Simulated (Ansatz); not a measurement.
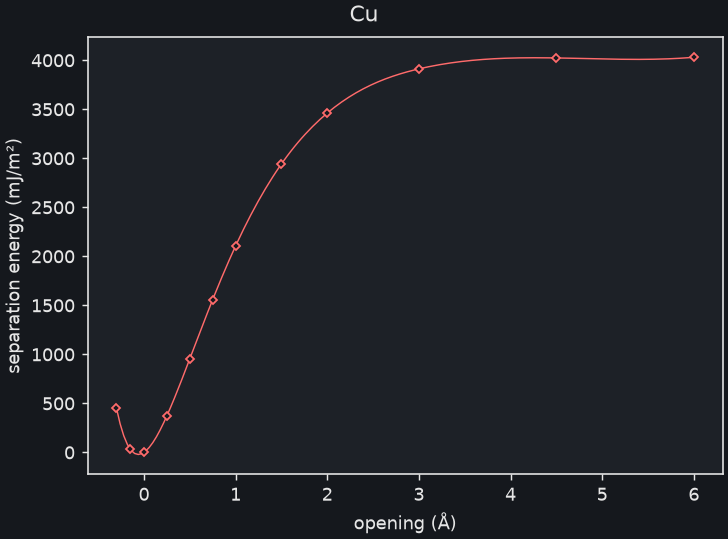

The plot gives the computed separation energy against opening for Cu, space group Fm-3m (No. 225).

Structure:
```
CELL_PARAMETERS angstrom
3.61500 0.00000 0.00000
0.00000 1.80750 -1.80750
0.00000 7.23000 7.23000
ATOMIC_POSITIONS crystal
Cu 0.00000 0.00000 0.93750
Cu 0.50000 0.50000 0.06250
Cu 0.00000 0.00000 0.18750
Cu 0.50000 0.50000 0.31250
Cu 0.00000 0.00000 0.43750
Cu 0.50000 0.50000 0.56250
Cu 0.00000 0.00000 0.68750
Cu 0.50000 0.50000 0.81250
```

Computed with Ansatz 0.2.0: rigid opening of a crystal across a plane by lengthening cell vector c along the normal, one cut a cell, unrelaxed, by plane-wave density functional theory with PAW datasets, free energies less that of the undisturbed cell; scalar-relativistic. Level: PBEsol, no spin polarisation.

- wave cutoff: 420 eV
- k mesh: 13×18×5
- occupations: Gaussian
- smearing width: 0.15 eV
- k shift: (0, 0, 0) (mesh steps)
- start: as given
- height of the cut: 0 (fraction of cell vector c)

From this curve and the settings, what does the calculation give for the traction at the same points?

The traction goes from −46.36 GPa at opening −0.30 Å to 0.01 GPa at 6.00 Å, not monotonically, with a high of 24.51 GPa at 0.50 Å.

```csv
opening (Å),traction (GPa)
-0.30,-46.36
-0.15,-12.58
0.00,6.44
0.25,20.84
0.50,24.51
0.75,23.34
1.00,20.27
1.50,13.26
2.00,7.85
3.00,2.08
4.50,0.13
6.00,0.01
```

Keep in mind: reference crystal is not relaxed.
